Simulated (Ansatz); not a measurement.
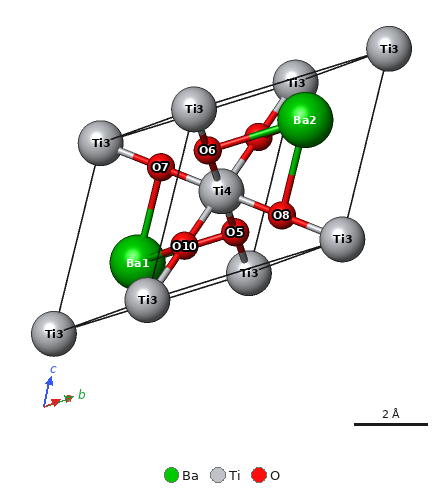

Fig. 1: The input geometry (ball-and-stick view of the cell of the calculation, seen at an oblique angle; atoms are numbered from 1 in the order of the input).

## Band-structure calculation, with input and output: BaTiO3

- system: BaTiO3 (Pm-3m, 10 atoms in the cell)
- method: DFT with r2SCAN, PAW plane waves, no spin polarisation (Ansatz 0.2.0)

The structure derives from an entry of the Crystallography Open Database. Figures and captions count atoms from 1; the log counts them from 0 in places.

**The input**
```yaml
crystal:
  lattice:
    - [4.00978905, 4.00978905, 0.0]
    - [0.0, 4.00978905, 4.00978905]
    - [4.00978905, 0.0, 4.00978905]
  atoms:
    - { symbol: Ba, position: [0.25, 0.25, 0.25] }
    - { symbol: Ba, position: [0.75, 0.75, 0.75] }
    - { symbol: Ti, position: [0.0, 0.0, 0.0] }
    - { symbol: Ti, position: [0.5, 0.5, 0.5] }
    - { symbol: O, position: [0.25, 0.75, 0.25] }
    - { symbol: O, position: [0.75, 0.25, 0.75] }
    - { symbol: O, position: [0.25, 0.25, 0.75] }
    - { symbol: O, position: [0.75, 0.75, 0.25] }
    - { symbol: O, position: [0.25, 0.75, 0.75] }
    - { symbol: O, position: [0.75, 0.25, 0.25] }
  symmetry: { tolerance: 0.0003 }
kpoints:
  mp_grid: { grid: [6, 6, 6], shift: [0, 0, 0] }
  band_path:
    path:
      - [0.0, 0.0, 0.0]
      - [0.5, 0.5, 0.0]
      - [1.0, 0.5, 0.5]
      - [0.0, 0.0, 0.0]
      - [1.0, 1.0, 1.0]
      - [0.5, 0.5, 0.0]
      - [1.0, 1.0, 1.0]
      - [1.0, 0.5, 0.5]
    npoints: 10
magnetization:
  spin_polarized: false
scf:
  occupations: { method: cold, width: 0.1215 }
  lower_state_search: "off"
  max_iter: 200
hamiltonian:
  pseudopotentials: { kind: paw }
  xc: r2scan
basis:
  ecutwfc: 500
  fft_grid_basis: typed
output:
  forces: true
  stress: true
  eigenvalues: true
  bader: true
  populations: true
  elf: true
  write_potential: true
  volumetric_format: npy
  dos:
    e_range: [-12, 8]
    de: 0.05
    projected: { site_lists: { Ba: [Ba], O: [O], Ti: [Ti] } }
checkpoint:
  read: saved_state
```

Run as:
```bash
ansatz run input.yaml --threads 1 --pin off --max-ram 2560MiB --backend cpu --events-out ev --progress --plain --runs-dir out
```

**Log**
```
Engine: ansatz 0.2.0, aarch64-unknown-linux-gnu
Pseudopotentials: kind: paw
Pseudopotential: Ba, paw, valence charge 10, recommended cutoff 500 eV (meta_gga), Ba.paw.azcp
Pseudopotential: Ti, paw, valence charge 12, recommended cutoff 500 eV (meta_gga), Ti.paw.azcp
Pseudopotential: O, paw, valence charge 6, recommended cutoff 500 eV (meta_gga), O.paw.azcp
Functional definition: r2SCAN
  parameter k0 = 0.174
  parameter k1 = 0.065
  parameter a1 = 4.9479
  exchange = r2scan_x(k0 = k0, k1 = k1, a1 = a1)
  correlation = r2scan_c
Crystal: 10 atoms, lattice volume = 128.942 Å³
Basis set: ecut = 500 eV, 3287 PW (Γ), exchange–correlation on 180×180×180 points (64 copies of the dense FFT grid, shifted against one another)
Bands: 50, of which v1, the nominal top of the filled ones, is band 40 counted from 1 (39 counted from 0)
Symmetry: 96 space group operations
Space group: Pm-3m (ITA 221), of the structure as read, at distance tolerance 1.5e-3 Å
k-points: 16 of 216
Non-local potential: Ba, projectors of the file, l = 0: 3, l = 1: 2, l = 2: 2, l = 3: 2
Non-local potential: Ti, projectors of the file, l = 0: 3, l = 1: 2, l = 2: 3, l = 3: 1
Non-local potential: O, projectors of the file, l = 0: 2, l = 1: 2, l = 2: 1
PAW form: soft (Blöchl's): semilocal exchange-correlation on the pseudo side does not see the compensation charge
PAW frozen core: Ba, regenerated for the run's functional (the file was generated under x = pbe(κ = 0.804, μ = 0.2195149727645171), c = pbe(β = 0.06672455060314922))
PAW frozen core: Ti, regenerated for the run's functional (the file was generated under x = pbe(κ = 0.804, μ = 0.2195149727645171), c = pbe(β = 0.06672455060314922))
PAW frozen core: O, regenerated for the run's functional (the file was generated under x = pbe(κ = 0.804, μ = 0.2195149727645171), c = pbe(β = 0.06672455060314922))
PAW one-centre angular grid: Ba, 302 points (default); XC on 160 Gauss nodes
PAW one-centre angular grid: Ti, 590 points (default); XC on 160 Gauss nodes
PAW one-centre angular grid: O, 302 points (default); XC on 160 Gauss nodes
Initial density: read from a saved state, or passed on in memory by an earlier SCF of this step, an earlier step, the calling program or the single point that the run made first
Initial wavefunctions: pseudopotential atomic-orbital guess
Functional: x = r2scan, c = r2scan; τ floored in thin density (d = 2e-4 eV/Å³)
iter 1 solved again at ethr=2.96e-7 eV; its pass at ethr=3.10e-3 eV (dr2=2.37e-4 eV) is discarded
SCF iter   1: F=—  HF=-20367.577020 eV  |F-HF|=—  |Δ(HF+E_count)|=         —  Δρ=1.03e-3  dr2=4.37e-4  dr2_τ=4.62e-3  ethr=2.96e-7  ⟨swp⟩=2.4  Hψ=5064  notcnv=0
eigensolver tolerance schedule calibrated: the retry pair's looser diagonalisation under-reported the residual by θ = 0.46 (0.11/decade); ethr = c·dr2/N_el runs at the constant in force after the calibration composes with the one it found (an armed cap, an earlier calibration), c = 7.7e-2
preconditioner: auto → Resta (q_TF=auto, 2.520 Å⁻¹)  ε∞=5.4  [insulator: Δε(μ)=2.151 eV  Ē_g=12.403 eV  σ=0.121 eV  W_gap=1.00  n_scr=26 (ndim 8)  ℏωp=26.2 eV  f_vac=0.000  D(μ)=0.00/eV (n_scr^D=0)  ε∞_Penn≈5.4]
SCF iter   2: F=—  HF=-20367.577481 eV  |F-HF|=—  |Δ(HF+E_count)|=   4.61e-4  S|Δr|=    0.00e0  Δρ=5.96e-4  dr2=1.46e-4  dr2_τ=1.44e-4  ethr=2.96e-7  ⟨swp⟩=2.1  Hψ=1442  notcnv=0
SCF iter   3: F=—  HF=-20367.577615 eV  |F-HF|=—  |Δ(HF+E_count)|=   1.34e-4  S|Δr|=    0.00e0  Δρ=3.53e-4  dr2=2.11e-5  dr2_τ=6.15e-5  ethr=1.42e-7  ⟨swp⟩=2.1  Hψ=1103  notcnv=0
SCF iter   4: F=—  HF=-20367.577848 eV  |F-HF|=—  |Δ(HF+E_count)|=   2.33e-4  S|Δr|=    0.00e0  Δρ=4.45e-5  dr2=1.27e-6  dr2_τ=2.63e-7  ethr=2.04e-8  ⟨swp⟩=2.0  Hψ=1408  notcnv=0
SCF iter   5: F=—  HF=-20367.577849 eV  |F-HF|=—  |Δ(HF+E_count)|=   9.68e-7  S|Δr|=    0.00e0  Δρ=1.73e-5  dr2=1.82e-7  dr2_τ=2.75e-8  ethr=1.23e-9  ⟨swp⟩=3.0  Hψ=1408  notcnv=0
SCF iter   6: F=-20367.577849 eV  HF=-20367.577849 eV  |F-HF|=3.91e-9  |Δ(HF+E_count)|=   1.35e-7  S|Δr|=    0.00e0  Δρ=2.79e-6  dr2=4.00e-9  dr2_τ=1.79e-9  ethr=9.68e-11  ⟨swp⟩=9.4  Hψ=4833  notcnv=0
SCF 1 converged in 6 iterations: F = -20367.577849 eV  dr2 = 4.00e-9
  greatest PAW one-centre occupation: 0.999 electrons in one spin orbital (limit 2), on the Ti atom at site 3 (counted from 0), in its partial waves of l = 0
```

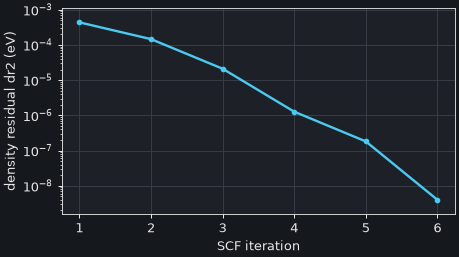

Fig. 2: Convergence of the self-consistent field: density residual dr2 against the SCF iteration. The residual falls at every step.

```
NSCF: frozen V_eff on 71 k-points
SCF converged after 6 iterations
Stability not checked: this state was not tested for a lower state beside it, because cold or Methfessel-Paxton smearing, or corrected tetrahedra, fill the levels in a way that the test cannot read (fill_not_monotonic; see scf.lower_state_search)
Free energy (F): -20367.577849 eV
Harris-Foulkes:  -20367.577849 eV  (|F-HF|=3.91e-9)
Internal energy: -20367.577849 eV  (E = F + TS)
E sigma→0 (E₀):  -20367.577849 eV
Fermi energy:    11.073528 eV
Step filling:    the computed levels leave a gap of 2.1435 eV = 17.6 smearing widths at the electron count; against every level under it full and every level over it empty, smearing changes F+E_penalty+E_count by -5.33e-38 meV and its σ→0 estimate by -1.20e-34 meV
--- Per-component energies (eV) ---
  E_band       = -354.646795
  E_kinetic    = 1945.183982
  E_local      = -4196.113128  (includes V_loc(G=0)·N_el)
  E_nonlocal   = 398.450649
  E_hartree    = 1636.511276
  E_xc         = -950.260135
  E_vxc        = -1207.883013  (∫ρ·V_xc dr)
  E_paw        = -13569.313047  (= ΣΔE_a)
  E_vpaw       = -640.787460  (= ΣTr[D̂ρ^β])
  E_aug_tail   = 0.006183  (compensation charges beyond the density's cutoff)
  E_vtau       = 73.473974  (kinetic-family band-sum trace: ∫τ·v_τ [+ j·A + Jᵃ·Aᵃ] dr)
  E_ewald      = -5631.485901
  E_core_change = -0.557728  (= ΣΔE_core)
  E_smearing   = 0.000000  (= −TS)
  E_closure    = -0.000000  (closes the sum)
  Σ components = -20367.577849   (vs F -20367.577849, Δ=0.00e0)
--- Forces (eV/Å), atoms counted from 1 ---
  atom   1  Ba     0.00000000     0.00000000     0.00000000
  atom   2  Ba     0.00000000     0.00000000     0.00000000
  atom   3  Ti     0.00000000    -0.00000000     0.00000000
  atom   4  Ti     0.00000000    -0.00000000    -0.00000000
  atom   5  O      0.00000000    -0.00000000    -0.00000000
  atom   6  O      0.00000000    -0.00000000    -0.00000000
  atom   7  O     -0.00000000     0.00000000     0.00000000
  atom   8  O     -0.00000000    -0.00000000    -0.00000000
  atom   9  O      0.00000000     0.00000000     0.00000000
  atom  10  O     -0.00000000     0.00000000     0.00000000
  max |Σ_I F_I| component: 2.56e-28 eV/Å
--- Stress (GPa, compression-positive) ---
       -2.079363      -0.000000      -0.000000
       -0.000000      -2.079363       0.000000
       -0.000000      -0.000000      -2.079363
  P = ⅓ Tr σ = -2.0794 GPa (-20.794 kbar)
--- Band table (eV; the first three rows and the last of 16) ---
  k-point 0: bands = ["-48.9751", "-48.9725", "-24.1601", "-24.1601", "-24.1601", "-24.1110", "-24.1110", "-24.1110", "-15.3954", "-15.1172", "-7.8964", "-7.2668", "-7.2668", "-7.0216", "-7.0216", "-7.0216", "-0.8763", "-0.8763", "-0.8763", "-0.1727", "-0.1727", "-0.1727", "5.4012", "6.0032", "6.0032", "7.5517", "7.5517", "7.5517", "7.5869", "7.5869", "7.5869", "8.7836", "8.7836", "8.7836", "9.7953", "9.7953", "9.7953", "9.9155", "9.9155", "9.9155", "12.0591", "12.0591", "12.0591", "14.1227", "14.1227", "14.4230", "14.4230", "14.4230", "15.6247", "15.6247"]
  k-point 1: bands = ["-48.9749", "-48.9726", "-24.1570", "-24.1568", "-24.1568", "-24.1146", "-24.1144", "-24.1144", "-15.3707", "-15.1311", "-7.8922", "-7.2584", "-7.2584", "-7.1457", "-7.0467", "-7.0467", "-0.7861", "-0.7861", "-0.6475", "-0.1682", "-0.1682", "-0.0522", "5.5698", "6.1087", "6.1087", "7.3090", "7.3157", "7.4982", "7.4982", "7.5372", "7.5372", "8.4756", "8.4756", "8.8522", "9.3256", "9.6164", "9.6164", "9.7369", "9.7369", "9.8312", "12.2897", "12.3358", "12.3358", "14.2968", "14.2968", "14.2978", "14.4457", "14.4457", "16.0029", "16.0029"]
  k-point 2: bands = ["-48.9744", "-48.9731", "-24.1484", "-24.1479", "-24.1479", "-24.1241", "-24.1234", "-24.1234", "-15.3083", "-15.1716", "-7.8434", "-7.4237", "-7.2299", "-7.2299", "-7.1085", "-7.1085", "-0.5642", "-0.5642", "-0.1970", "-0.1970", "-0.1429", "0.1851", "5.9444", "6.4026", "6.4026", "6.6985", "6.9910", "7.2250", "7.2250", "7.5218", "7.5218", "7.9420", "7.9420", "8.3510", "9.0440", "9.3270", "9.3270", "9.4038", "9.4038", "9.6079", "12.8163", "12.8762", "12.8762", "13.9454", "13.9454", "13.9488", "15.2269", "15.2269", "16.9261", "16.9261"]
  k-point 15: bands = ["-48.9740", "-48.9735", "-24.1649", "-24.1633", "-24.1492", "-24.1225", "-24.1085", "-24.1076", "-15.2458", "-15.2050", "-7.9943", "-7.7291", "-7.2130", "-7.1753", "-7.1141", "-7.0044", "-0.1802", "-0.1271", "-0.0654", "0.0513", "0.0941", "0.1558", "5.7208", "5.8150", "6.2296", "6.2898", "6.9937", "7.0152", "7.1819", "7.2507", "7.4964", "7.9002", "8.3171", "8.3964", "8.8198", "8.8768", "8.8986", "8.9092", "9.0784", "9.6903", "12.6250", "13.3959", "13.7397", "13.7487", "13.7918", "14.0194", "14.5780", "14.9522", "16.5912", "17.5173"]
--- Löwdin populations: 10 sites ---
  site symbol       q [e]
     0     Ba      8.2178
     1     Ba      8.2178
     2     Ti     10.6790
     3     Ti     10.6790
     4      O      6.9206
     5      O      6.9206
     6      O      6.9206
     7      O      6.9206
     8      O      6.9206
     9      O      6.9206
  spilling = 0.008532 (of n_electrons = 80.000000)
--- Bader charges: 10 sites ---
  site symbol  charge [e]  shift [e]
     0     Ba      1.5761     0.0000
     1     Ba      1.5761     0.0000
     2     Ti      2.3192     0.0022
     3     Ti      2.3191     0.0022
     4      O     -1.2984     0.0007
     5      O     -1.2984     0.0007
     6      O     -1.2984     0.0007
     7      O     -1.2984     0.0007
     8      O     -1.2984     0.0007
     9      O     -1.2984     0.0007
  estimated error of the sums over rays = 5.2e-4 e
```

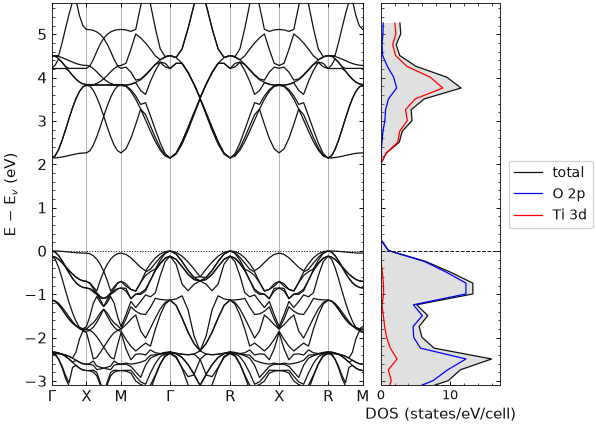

Fig. 3: Band structure along Γ–X–M–Γ–R–X–R–M and density of states (projected on Löwdin-orthogonalised atomic shells), with energies from the valence-band top. There is a gap of 2.14 eV on this path, direct, at Γ.

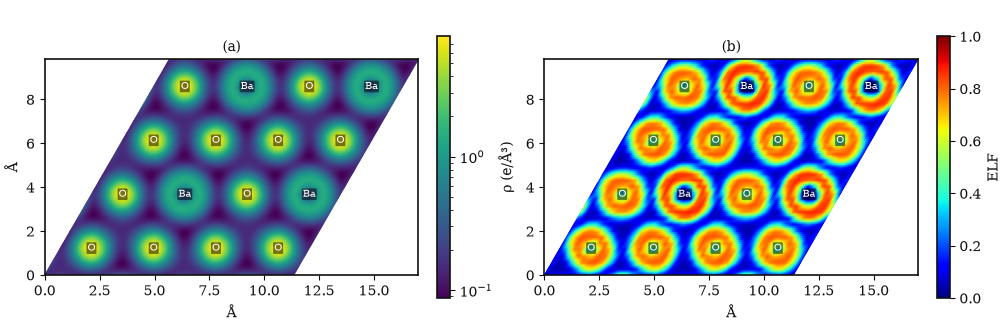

Fig. 4: (a) valence pseudo-density; (b) electron localisation function on the plane of lattice vectors 2 and 3 of the input at fractional height 0.750 along vector 1, 2 × 2 cells, interpolated from points about 0.3 Å apart. The plane passes within 0.2 Å of Ba and O sites. The density in this plane falls to 0.09 e/Å³ at its lowest. The fields are smooth PAW fields, not the true ones close to the nuclei.

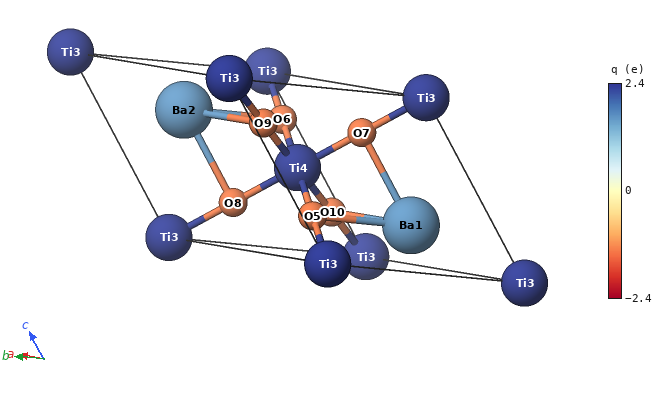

Fig. 5: Bader charges, as the colour of each atom (ball-and-stick view of the cell of the calculation, seen at an oblique angle; atoms are numbered from 1 in the order of the input). By element: Ba +1.58, Ti +2.32 and O −1.30 e.

**Key numbers**

| quantity | value |
| --- | --- |
| outcome | converged |
| space group (tolerance 0.01 Å) | Pm-3m (221) |
| electrons treated | 80 |
| free energy | −20367.5778 eV |
| Fermi energy | 11.074 eV |
| gap on the k-point mesh | 2.14 eV |
| pressure | −2.08 GPa |
| largest force (length of the vector) | under 0.001 eV/Å |
| hardware | 1 thread of Arm Neoverse V2, 24 GiB of memory available, shared host |
| wall time | 79 s |
| peak memory | 0.84 GiB |
